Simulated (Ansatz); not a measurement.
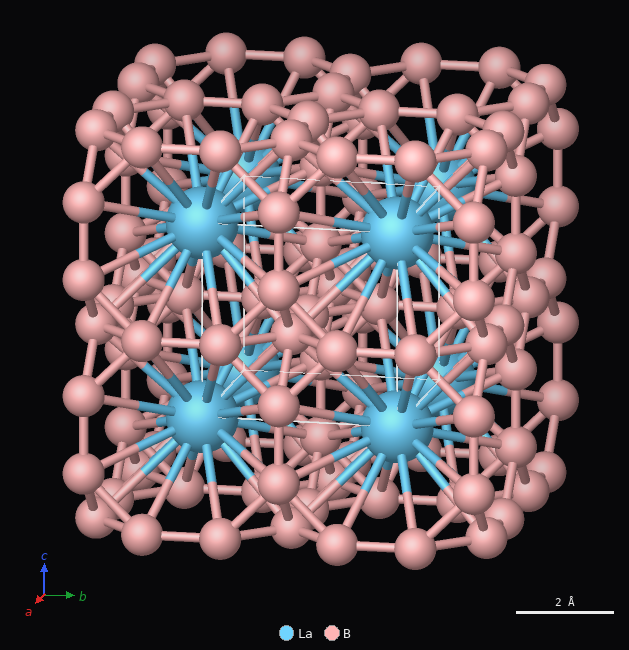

Ball-and-stick representation of a periodic structure, projected slightly off an axis. The wireframe shows the simulation cell. Some atoms of the next cells are drawn as well.

```yaml
crystal:
  lattice:
    - [4.15234, 0.00000, 0.00000]
    - [0.00000, 4.15234, 0.00000]
    - [0.00000, 0.00000, 4.15234]
  atoms:
    - { symbol: La, position: [0.00000, 0.00000, 0.00000] }
    - { symbol: B, position: [0.20008, 0.50000, 0.50000] }
    - { symbol: B, position: [0.79992, 0.50000, 0.50000] }
    - { symbol: B, position: [0.50000, 0.50000, 0.20008] }
    - { symbol: B, position: [0.50000, 0.50000, 0.79992] }
    - { symbol: B, position: [0.50000, 0.20008, 0.50000] }
    - { symbol: B, position: [0.50000, 0.79992, 0.50000] }
```

The numbers come from DFT r2SCAN, scalar-relativistic, plane waves, PAW in Ansatz 0.2.0, using a kinetic-energy cutoff of 500 eV, k-points on an 8×8×8 grid, Gaussian smearing of 0.05 eV, no spin polarisation.

Question: State the Bader charges by element.

Answer: La +1.76 e; B -0.29 e.

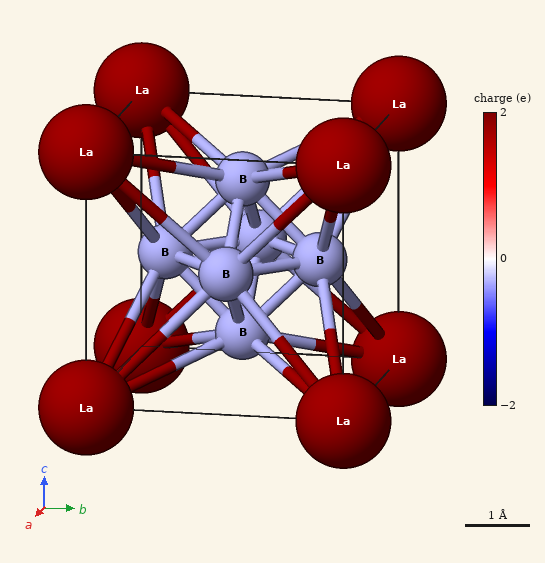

The atoms coloured by those charges.

It derives from a structure type known for this compound. Earlier steps of the study may have refined or changed the cell and positions. It went into a calculation with Ansatz.
